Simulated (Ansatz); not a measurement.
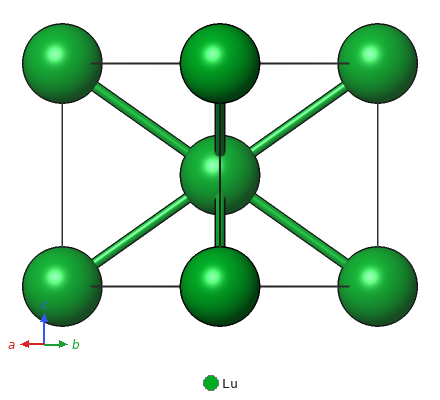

The structure, seen along [110]; the drawing may span several cells.

Given this structure, the input geometry of an electronic-structure calculation (not necessarily at equilibrium); the starting structure was generated, so it need not be a known form of this composition, written in its standard cell:

Space group Im-3m (No. 229). a = 3.901 Å, b = 3.901 Å, c = 3.901 Å, α = 90.00°, β = 90.00°, γ = 90.00°
```csv
atom,site,symmetry,x,y,z
Lu,2a,m-3m,0.0000,0.0000,0.0000
```

**Predict the [110] zone-axis pattern (300 kV, kinematic, B = 0.5 Å²).**

The spots form a rectangular net whose two shortest vectors correspond to d = 2.76 Å and 1.95 Å, 90.0° apart. They are 1 -1 0 and 0 0 2. The pattern has symmetry 2mm. The lattice centring (I) removes all reflections that break h + k + l = 2n.

Strongest reflections with d > 0.80 Å, one of each family (|F|² from tabulated Gaussian fits of the electron scattering factors, times a small damping for the curvature of the Ewald sphere):

```json
{"hkl": "1 -1 0", "d (Å)": "2.758", "I (strongest = 100)": "100"}
{"hkl": "0 0 2", "d (Å)": "1.950", "I (strongest = 100)": "57"}
{"hkl": "1 -1 2", "d (Å)": "1.593", "I (strongest = 100)": "39"}
{"hkl": "2 -2 0", "d (Å)": "1.379", "I (strongest = 100)": "29"}
{"hkl": "2 -2 2", "d (Å)": "1.126", "I (strongest = 100)": "18"}
{"hkl": "0 0 4", "d (Å)": "0.975", "I (strongest = 100)": "12"}
```

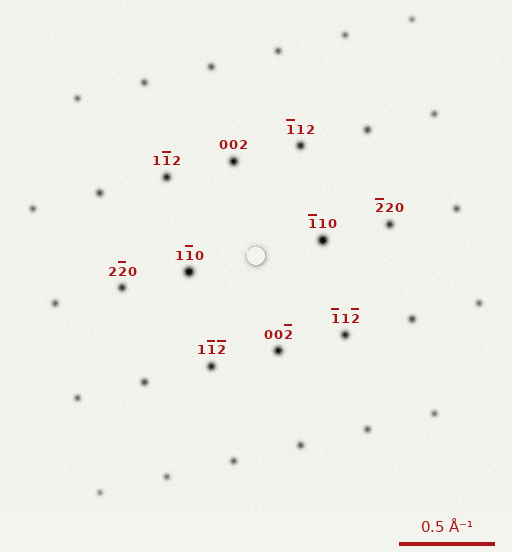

Calculated pattern, seen from the source side with [110] pointing towards the source.
